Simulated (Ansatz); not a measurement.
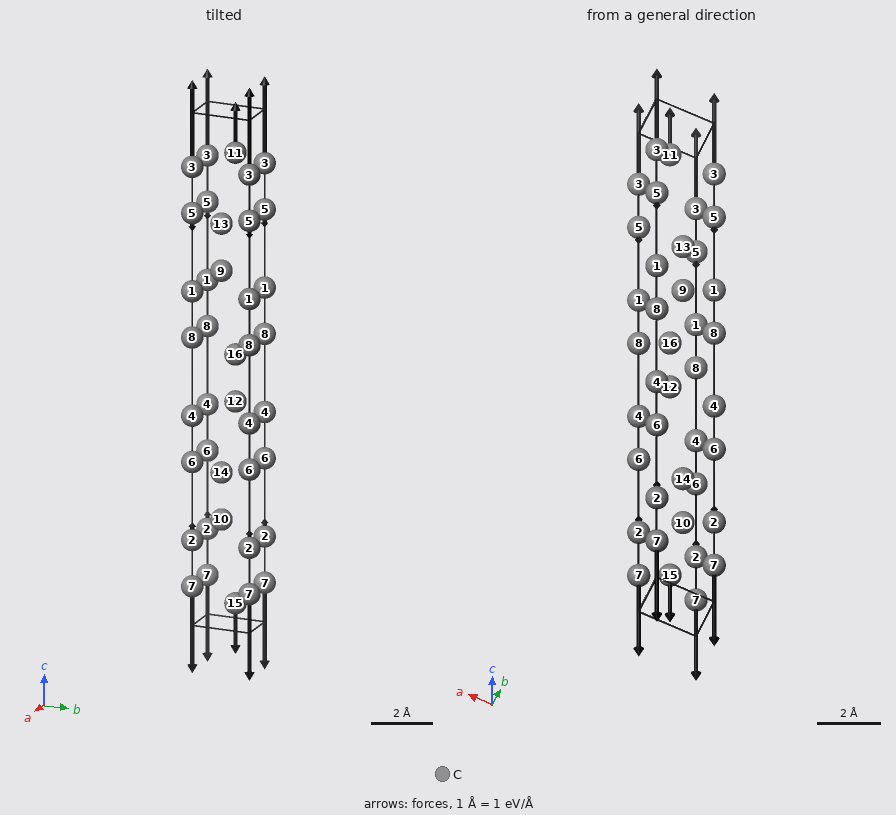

A spheres-only rendering, viewed slightly off an axis and from a general direction. The simulation cell is drawn as a box. The arrows are the computed forces on the atoms.

System: C. The calculation: DFT r2SCAN, scalar-relativistic, plane waves, PAW in Ansatz 0.2.0, with plane-wave cutoff 500 eV, a 10×10×2 k-point grid, Gaussian smearing of 0.05 eV, no spin polarisation.

> Is this an equilibrium geometry?

No. The atoms still feel forces of up to about 2.5 eV/Å, far above a usual threshold of 0.01 to 0.03 eV/Å.

> Which atom carries the strongest force?

C3 and C7, about 2.5 eV/Å.

The model was built from an entry, possibly a prediction, of the Crystallography Open Database. The cell was then strained or its atoms displaced on purpose. An electronic-structure calculation with Ansatz was run on it.
